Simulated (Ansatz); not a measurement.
Input of the run:

```
crystal:
  lattice:
    - [3.433205905, 0.0, 0.0]
    - [-1.7166029525, 2.9732435301, 0.0]
    - [0.0, 0.0, 3.9698168701]
  atoms:
    - { symbol: Hf, position: [0.0, 0.0, 0.5] }
    - { symbol: "N", position: [0.0, 0.0, 0.0] }
basis:
  ecutwfc: 420
kpoints:
  mp_grid: { grid: [18, 18, 14] }
  band_path:
    path:
      - [[0.0, 0.0, 0.0], [0.5, 0.0, 0.0], [0.33333333, 0.33333333, 0.0], [0.0, 0.0, 0.0], [0.0, 0.0, 0.5], [0.5, 0.0, 0.5], [0.33333333, 0.33333333, 0.5], [0.0, 0.0, 0.5]]
      - [[0.5, 0.0, 0.5], [0.5, 0.0, 0.0]]
      - [[0.33333333, 0.33333333, 0.5], [0.33333333, 0.33333333, 0.0]]
    npoints: 14
hamiltonian:
  xc: pbe
scf:
  occupations: { method: gaussian, width: 0.1 }
  n_extra_bands: 6
output:
  forces: true
  stress: true
  eigenvalues: true
  populations: true
  dos: { projected: true, de: 0.02, nscf_kmesh: { grid: [22, 22, 17] } }
  bader: true
  write_density: true
  write_potential: true
  elf: true
  volumetric_format: npy
```

Run as:
```bash
ansatz run input.yaml --threads 1 --pin off --max-ram 2048MiB --backend cpu --events-out ev --progress --plain --runs-dir out
```

Predict the main features of the band structure and density of states. The path is Γ–M–K–Γ–A–L–H–A|L–M|H–K.

A metal: bands cross the Fermi level along this path. The density of states at the Fermi level is about 2 per eV and cell (mean within 0.25 eV), or 0.99 per atom. By projected weight, the states within 0.3 eV of the Fermi level are N 2p (65 %) and Hf 5d (25 %). The tallest peak in the window is at −1.1 eV; by projected weight it is N 2p (50 %) and Hf 5d (40 %).

The structure is an invented one, so it need not be a known or stable phase. The electron count is odd and the run has no spin polarisation, so a magnetic state may lie lower. Spin-orbit coupling is left out, which matters for Hf.

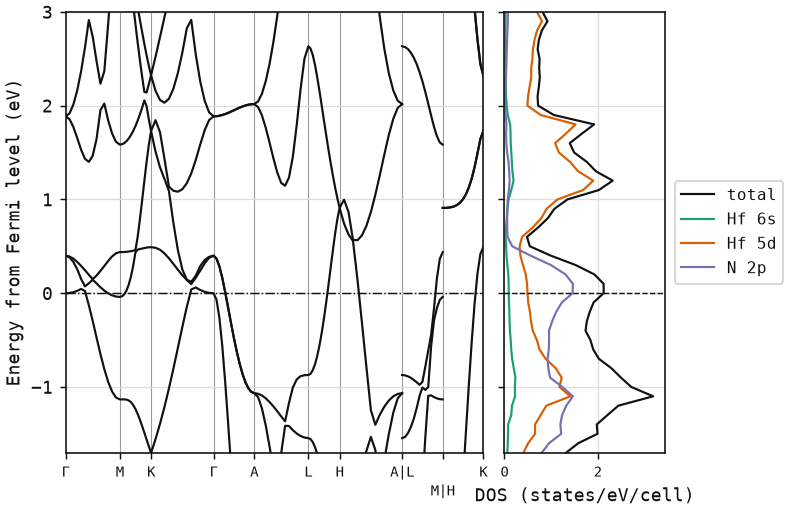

Band structure and density of states. Energies are counted from the Fermi level. The partial curves are projected on Löwdin-orthogonalised atomic shells.
